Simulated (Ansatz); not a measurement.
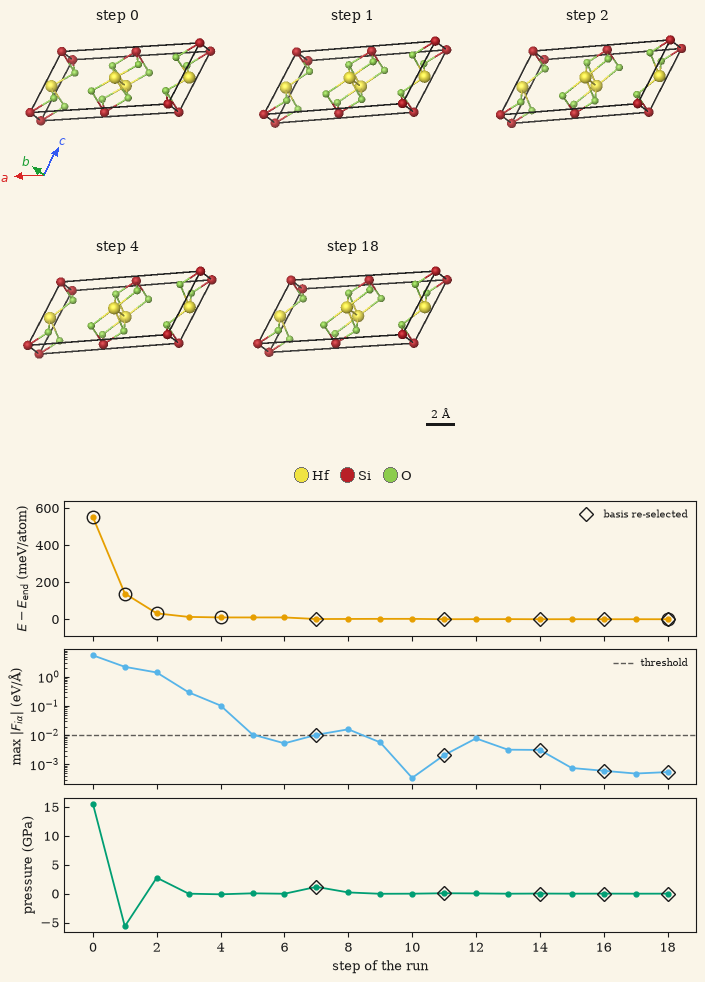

Frames of a relaxation of solid HfSiO4 (built on the CaPbI4-12 type type), marked on the history of the run. The picture is a ball-and-stick view of the conventional cell (2 times the calculation's cell), seen from a free direction. Lengths and directions refer to the drawn axes.

Level of theory: Ansatz, DFT, PBEsol, plane waves, PAW.

Input
```yaml
crystal:
  lattice:
    - [5.16744158, -1.4207144, 0.0]
    - [5.16744158, 1.4207144, 0.0]
    - [-2.37594291, 0.0, 4.36149174]
  atoms:
    - { symbol: Hf, position: [0.5, 0.5, 0.5] }
    - { symbol: Si, position: [0.0, 0.0, 0.0] }
    - { symbol: O, position: [0.62490055, 0.62490055, 0.30127093] }
    - { symbol: O, position: [0.12200605, 0.12200605, 0.7810905] }
    - { symbol: O, position: [0.37509945, 0.37509945, 0.69872907] }
    - { symbol: O, position: [0.87799395, 0.87799395, 0.2189095] }
kpoints:
  mp_grid: { grid: [8, 8, 6] }
hamiltonian:
  xc: pbesol
scf:
  occupations: { method: fermi_dirac, width: 0.03 }
relax:
  f_tol: 0.01
  cell: {}
  max_steps: 120
```

Launched with:
```bash
ansatz run input.yaml --threads 2 --pin off --max-ram 20275MiB --backend cpu --events-out ev --progress --plain --runs-dir out
```

Q: What happens along the run?

A: The largest moves relative to the cell, 0.35 Å, are those of O4 and O6. O6 goes along [1 0 −1]. Si and Hf stay in place. Cell: a 10.335 → 10.841 Å (+4.9 %), b 2.841 → 2.977 Å (+4.8 %), c 4.967 → 5.173 Å (+4.2 %), β 118.6° → 118.9°. Volume +14.2 %. Some distances before and after: Si2–O4 2.021 → 1.772 Å, Hf1–Hf1 2.841 → 2.977 Å, Hf1–O3 1.965 → 2.097 Å, Si2–O3 2.019 → 1.898 Å. Bond angles that change, for instance: O3–Si2–O3 89.5° → 103.3°, O3–Si2–O5 90.5° → 76.7°, Si2–O5–Si2 89.5° → 103.3°. The space group stays C2/m (No. 12). After 13 accepted moves (18 points after the start) the energy has fallen by 552 meV per atom. Largest force component: 5.5 eV/Å at the start, 0.00055 eV/Å at the end. The pressure goes from 15.57 to 0.01 GPa. At 5 points the geometry stayed and the basis and grid were re-selected for the new cell (energy shift of 8.6 meV per atom at most each time). From step 0 to 1: O atoms move most (0.18 Å), volume +6.8 %, energy −413 meV per atom. From step 1 to 2: O atoms move most (0.20 Å), volume −0.5 %, energy −107 meV per atom. From step 2 to 4: O atoms move most (0.05 Å), volume +2.6 %, energy −22.0 meV per atom. From step 4 to 18: O atoms move most (0.04 Å), volume +4.7 %, energy −9.7 meV per atom.

| step | E − E(0), meV/atom | largest force component, eV/Å | pressure, GPa | volume, Å³/atom | note |
| --- | --- | --- | --- | --- | --- |
| 0 | 0.00 | 5.5107 | 15.57 | 10.673 |  |
| 1 | -413.06 | 2.2219 | -5.65 | 11.400 |  |
| 2 | -520.28 | 1.4215 | 2.77 | 11.347 |  |
| 3 | -539.49 | 0.2962 | 0.00 | 11.874 |  |
| 4 | -542.33 | 0.1044 | -0.10 | 11.642 |  |
| 5 | -542.38 | 0.0106 | 0.07 | 11.666 |  |
| 6 | -542.33 | 0.0053 | -0.01 | 11.680 |  |
| 7 | -550.92 | 0.0104 | 1.18 | 11.680 | same geometry, new basis |
| 8 | -550.52 | 0.0160 | 0.22 | 11.892 |  |
| 9 | -550.07 | 0.0057 | -0.01 | 11.984 |  |
| 10 | -550.00 | 0.0003 | 0.00 | 11.996 |  |
| 11 | -551.92 | 0.0021 | 0.08 | 11.996 | same geometry, new basis |
| 12 | -551.55 | 0.0078 | 0.05 | 12.086 |  |
| 13 | -551.44 | 0.0032 | 0.00 | 12.109 |  |
| 14 | -552.05 | 0.0031 | 0.03 | 12.109 | same geometry, new basis |
| 15 | -551.84 | 0.0008 | 0.01 | 12.154 |  |
| 16 | -552.06 | 0.0006 | 0.01 | 12.154 | same geometry, new basis |
| 17 | -551.93 | 0.0005 | 0.00 | 12.184 |  |
| 18 | -552.08 | 0.0005 | 0.01 | 12.184 | same geometry, new basis |
